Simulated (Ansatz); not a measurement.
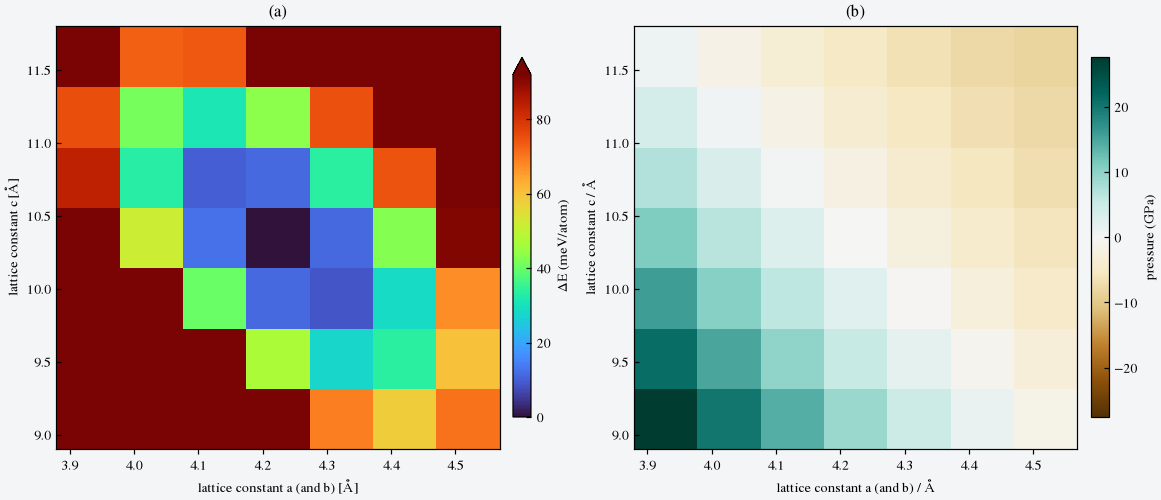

PbS (R3m, No. 160; 2 atoms in the cell). The energy is mapped over the lattice constants a and c of the conventional cell. First axis: lattice constant a (and b). Second axis: lattice constant c. Nothing is relaxed (fractional coordinates fixed). The grid has 7 × 7 points. Points are written as (first, second). All energies are given in meV/atom relative to the lowest grid point. The band gap closes in part of the range. Computed with DFT r2SCAN, scalar-relativistic, plane waves, PAW (Ansatz 0.2.0). Settings: cutoff 500 eV, k-mesh 9×9×9, gaussian smearing 0.05 eV, no spin polarisation.

Panel (a) is the energy; panel (b) is the computed pressure, in GPa.

Drawn: one coloured cell a grid point, one colour for all values above the top of the scale.

How does the pressure vary over the map, and what is it at the lowest grid point?

It runs from −8.4 GPa at (4.520 Å, 11.59 Å) to 27.6 GPa at (3.928 Å, 9.11 Å). At the lowest grid point, (4.224 Å, 10.35 Å), it is 0.0 GPa.
